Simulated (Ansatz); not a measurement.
**Single-point calculation of Al**

The run: single-point calculation of Al (8 atoms in the cell). Method and program: DFT PBE, scalar-relativistic, plane waves, PAW, no spin polarisation (Ansatz 0.2.0).

The structure was made by swapping elements on the sites of another compound; it need not be a known phase. It belongs to a series of runs on one base structure; here: Se type (P3_221, No. 154); cell x8. Figures and captions count atoms from 1; the log counts them from 0 in places.

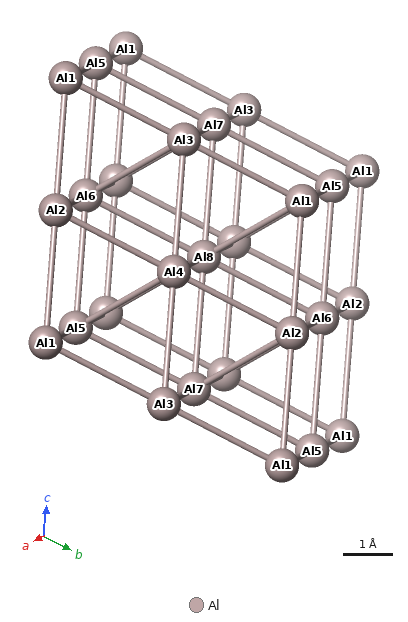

Figure 1. The structure (ball-and-stick view of the cell of the calculation, seen slightly off an axis; atoms are numbered from 1 in the order of the input). Near neighbours in the crystal (not all of them lie inside the picture): Al has 8 Al at 2.80 Å.

### Input
```yaml
crystal:
  lattice:
    - [-3.2348308998, 3.2348308998, 3.2348308998]
    - [3.2348308998, -3.2348308998, 3.2348308998]
    - [3.2348308998, 3.2348308998, -3.2348308998]
  atoms:
    - { symbol: Al, position: [0.0, 0.0, 0.0] }
    - { symbol: Al, position: [1.0, 1.0, 0.5] }
    - { symbol: Al, position: [0.0, 0.5, 1.0] }
    - { symbol: Al, position: [0.0, 0.5, 0.5] }
    - { symbol: Al, position: [0.5, 0.0, 0.0] }
    - { symbol: Al, position: [0.5, 0.0, 0.5] }
    - { symbol: Al, position: [0.5, 0.5, 0.0] }
    - { symbol: Al, position: [0.5, 0.5, 0.5] }
basis:
  ecutwfc: 420
kpoints:
  mp_grid: { grid: [6, 6, 6] }
hamiltonian:
  xc: pbe
scf:
  occupations: { method: gaussian, width: 0.1 }
output:
  forces: true
  stress: true
  eigenvalues: true
```

Machine: 1 thread of an x86-64 CPU, shared host.

### Log
```
Engine: ansatz 0.2.0, x86_64-unknown-linux-gnu
Pseudopotentials: kind: paw
Pseudopotential: Al, paw, valence charge 3, recommended cutoff 420 eV (normal), Al.paw.azcp
Functional definition: PBE
  parameter kappa = 0.804
  parameter beta = 0.06672455060314922
  exchange = pbe_x(kappa = kappa, mu = beta*pi^2/3)
  correlation = pbe_c(beta = beta)
Crystal: 8 atoms, lattice volume = 135.399 Å³
Basis set: ecut = 420 eV, 2659 PW (Γ), exchange–correlation on 80×80×80 points (8 copies of the dense FFT grid, shifted against one another)
Bands: 20, of which v1, the nominal top of the filled ones, is band 12 counted from 1 (11 counted from 0)
Symmetry: 384 space group operations
Space group: Im-3m (ITA 229), of the structure as read, at distance tolerance 5.1e-5 Å
k-points: 16 of 216
Non-local potential: Al, projectors of the file, l = 0: 2, l = 1: 2, l = 2: 1
PAW form: soft (Blöchl's): semilocal exchange-correlation on the pseudo side does not see the compensation charge
PAW one-centre angular grid: Al, 110 points (default); XC on 64 Gauss nodes
Initial density: superposition of atomic densities (neutral atoms: chi_scale 0, normalization atom), corrected by the library's trained network
Initial wavefunctions: pseudopotential atomic-orbital guess
Functional: x = pbe(κ = 0.804, μ = 0.2195149727645171), c = pbe(β = 0.06672455060314922)
SCF iter   1: F=—  HF=-4299.222578 eV  |F-HF|=—  |Δ(HF+E_count)|=         —  Δρ=6.06e-4  dr2=3.71e-4  ethr=1.77e-3  ⟨swp⟩=7.3  Hψ=1873  notcnv=0  defer=2
preconditioner: auto → Kerker (q_TF=auto, 2.045 Å⁻¹)  [metal: Δε(μ)=0.081 eV  Ē_g=6.569 eV  σ=0.100 eV  W_gap=0.38  n_scr=18 (ndim 8)  ℏωp=15.6 eV  f_vac=0.000  D(μ)=3.93/eV (n_scr^D=18)]
SCF iter   2: F=—  HF=-4299.222961 eV  |F-HF|=—  |Δ(HF+E_count)|=   3.83e-4  Δρ=3.93e-4  dr2=1.80e-4  ethr=1.54e-6  ⟨swp⟩=1.8  Hψ=538  notcnv=0  defer=2
SCF iter   3: F=—  HF=-4299.222946 eV  |F-HF|=—  |Δ(HF+E_count)|=   1.52e-5  Δρ=3.05e-5  dr2=3.73e-7  ethr=7.51e-7  ⟨swp⟩=2.0  Hψ=486  notcnv=0  defer=2
SCF iter   4: F=—  HF=-4299.223003 eV  |F-HF|=—  |Δ(HF+E_count)|=   5.71e-5  Δρ=1.65e-5  dr2=4.31e-7  ethr=1.55e-9  ⟨swp⟩=2.0  Hψ=487  notcnv=0  defer=2
iter 5 did not close the SCF: its close was put off for the readings that it lacked (scf_convergence_deferred on its scf_iter line)
SCF iter   5: F=-4299.223003 eV  HF=-4299.223003 eV  |F-HF|=1.75e-8  |Δ(HF+E_count)|=   2.09e-7  Δρ=3.92e-6  dr2=2.48e-8  ethr=1.55e-9  ⟨swp⟩=1.0  Hψ=293  notcnv=0  defer=2
SCF iter   6: F=-4299.223003 eV  HF=-4299.223003 eV  |F-HF|=4.46e-11  |Δ(HF+E_count)|=   1.53e-8  Δρ=2.52e-7  dr2=8.52e-11  ethr=1.04e-10  ⟨swp⟩=4.9  Hψ=1317  notcnv=0
SCF 1 converged in 6 iterations: F = -4299.223003 eV  dr2 = 8.52e-11
  greatest PAW one-centre occupation: 0.463 electrons in one spin orbital (limit 2), on the Al atom at site 7 (counted from 0), in its partial waves of l = 0
```

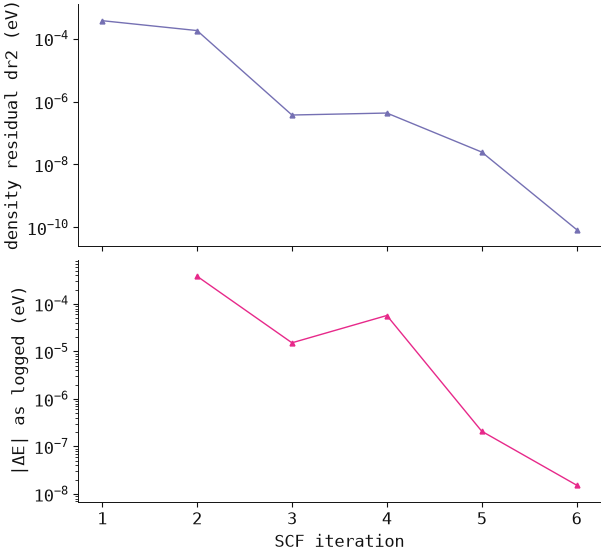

Figure 2. Convergence of the self-consistent field: density residual dr2 and size of the energy change against the SCF iteration. The residual falls almost steadily, with no more than small rises.

```
SCF converged after 6 iterations
Free energy (F): -4299.223003 eV
Harris-Foulkes:  -4299.223003 eV  (|F-HF|=4.46e-11)
Internal energy: -4299.203360 eV  (E = F + TS)
E sigma→0 (E₀):  -4299.213181 eV
Entropy (-TS):   -0.019643 eV (-2.455 meV/atom)
Fermi energy:    7.641863 eV
--- Per-component energies (eV) ---
  E_band       = 80.534606
  E_kinetic    = 178.578736
  E_local      = 76.097461  (includes V_loc(G=0)·N_el)
  E_nonlocal   = 83.776404
  E_hartree    = 0.489125
  E_xc         = -316.526483
  E_vxc        = -229.793397  (∫ρ·V_xc dr)
  E_paw        = -3738.425143  (= ΣΔE_a)
  E_vpaw       = -29.102853  (= ΣTr[D̂ρ^β])
  E_aug_tail   = -0.000016  (compensation charges beyond the density's cutoff)
  E_ewald      = -583.193444
  E_smearing   = -0.019643  (= −TS)
  E_closure    = 0.000000  (closes the sum)
  Σ components = -4299.223003   (vs F -4299.223003, Δ=0.00e0)
--- Forces (eV/Å), atoms counted from 1 ---
  atom   1  Al     0.00000000    -0.00000000    -0.00000000
  atom   2  Al     0.00000000    -0.00000000    -0.00000000
  atom   3  Al     0.00000000    -0.00000000     0.00000000
  atom   4  Al     0.00000000    -0.00000000     0.00000000
  atom   5  Al     0.00000000     0.00000000     0.00000000
  atom   6  Al     0.00000000     0.00000000    -0.00000000
  atom   7  Al     0.00000000    -0.00000000     0.00000000
  atom   8  Al     0.00000000     0.00000000    -0.00000000
  max |Σ_I F_I| component: 6.80e-31 eV/Å
--- Stress (GPa, compression-positive) ---
        0.049366       0.000000      -0.000000
        0.000000       0.049366      -0.000000
        0.000000      -0.000000       0.049366
  P = ⅓ Tr σ = 0.0494 GPa (0.494 kbar)
--- Band table (eV; the first three rows and the last of 16) ---
  k-point 0: bands = ["-3.2677", "3.4628", "3.4628", "3.4628", "3.4628", "3.4628", "3.4628", "3.8485", "3.8485", "3.8485", "3.8485", "3.8485", "3.8485", "9.5096", "9.5096", "9.5096", "10.6867", "10.6867", "12.9756", "15.6572"]
  k-point 1: bands = ["-3.0714", "1.5640", "2.6946", "2.6946", "2.6946", "2.6946", "3.6452", "4.0411", "4.9843", "4.9843", "4.9843", "4.9843", "6.0930", "7.9958", "8.3461", "9.6821", "11.3546", "12.5689", "13.5924", "13.5924"]
  k-point 2: bands = ["-2.4838", "-0.1566", "2.1327", "2.1327", "2.1327", "2.1327", "4.1924", "4.6143", "6.3778", "6.6418", "6.6418", "6.6418", "6.6418", "6.8269", "8.8468", "10.1991", "11.0321", "11.0321", "11.0321", "11.0321"]
  k-point 15: bands = ["0.2281", "0.2281", "0.2281", "0.2281", "0.2281", "0.2281", "6.7485", "6.7485", "6.7485", "6.7485", "6.7485", "6.7485", "7.9380", "7.9380", "12.6112", "12.6112", "12.6112", "12.6112", "12.6112", "12.6112"]
```

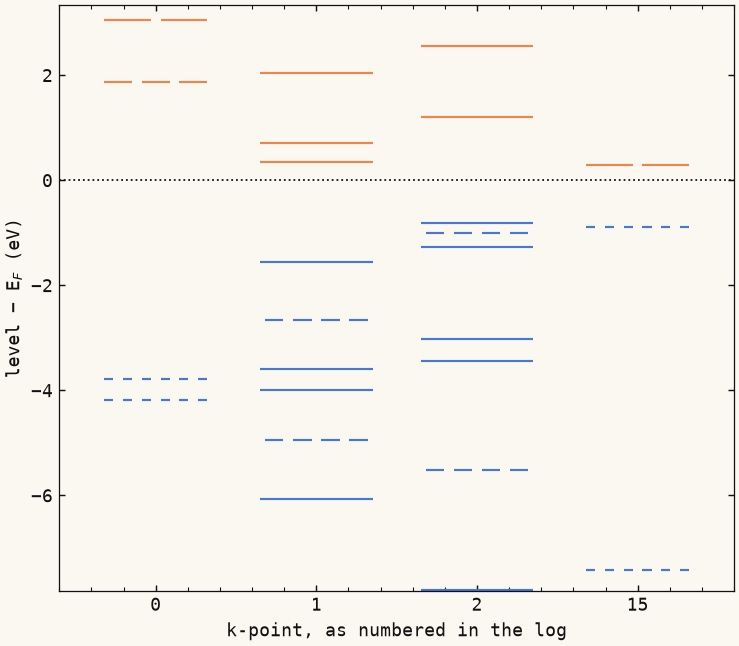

Figure 3. Kohn–Sham levels near the Fermi level (dotted) at the few k-points that the log prints; levels within 0.02 eV of each other stand side by side. The system is metallic on the full mesh.

### Results in brief

| quantity | value |
| --- | --- |
| outcome | converged |
| space group (tolerance 0.01 Å) | Im-3m (229) |
| electrons treated | 24 |
| free energy | −4299.2230 eV |
| Fermi energy | 7.642 eV |
| gap on the k-point mesh | none (metallic) |
| pressure | 0.05 GPa |
| largest force (length of the vector) | under 0.001 eV/Å |
| wall time | 1.8 s |
| peak memory | 0.48 GiB |
